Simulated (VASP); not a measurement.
Input

```
SYSTEM = Ru
  ALGO = Fast
  EDIFF = 1E-6
  ENCUT = 520
  ISIF = 2
  ISMEAR = 0
  LASPH = .TRUE.
  LCHARG = .TRUE.
  LELF = .TRUE.
  LREAL = .FALSE.
  LVHAR = .TRUE.
  LWAVE = .FALSE.
  NBANDS = 13
  NELM = 100
  PREC = Accurate
  SIGMA = 0.15
```

Launched as:

```sh
cat potpaw_LDA.64/Ru_pv/POTCAR > POTCAR
mpirun -np 1 vasp_std > vasp.out
```

Below, planes, directions and counts refer to the conventional cell (a = 3.04 Å, b = 3.04 Å, c = 5.28 Å, α = 90.00°, β = 90.00°, γ = 120.00°).

Space group R-3m; computed pressure about 9 GPa in this cell.

These are results of Kohn-Sham DFT of a periodic cell, LDA, VASP PAW LDA potentials, recommended in VASP 6.6.1, not measurements.

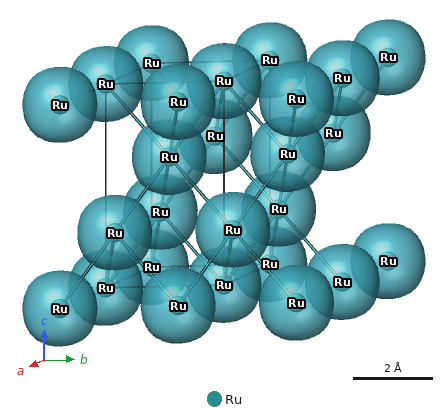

Ru. Isosurface of the valence charge density (pseudo) at 0.8 e/Å³ (cyan), seen slightly off an axis. Sticks mark near contacts.

Core electrons are frozen (PAW), and the valence fields are smoothed inside the atomic spheres.

How is the density connected at this value?

Answer. At this value the density breaks into separate islands; it holds about 70 % of the electrons treated as valence. It bridges none of the near contacts. It is pinched off along the sampled Ru–Ru (2.48 Å) contacts. On the grid the lowest density along these lines, outside the cores, is 0.55 e/Å³ (Ru–Ru, 2.48 Å).
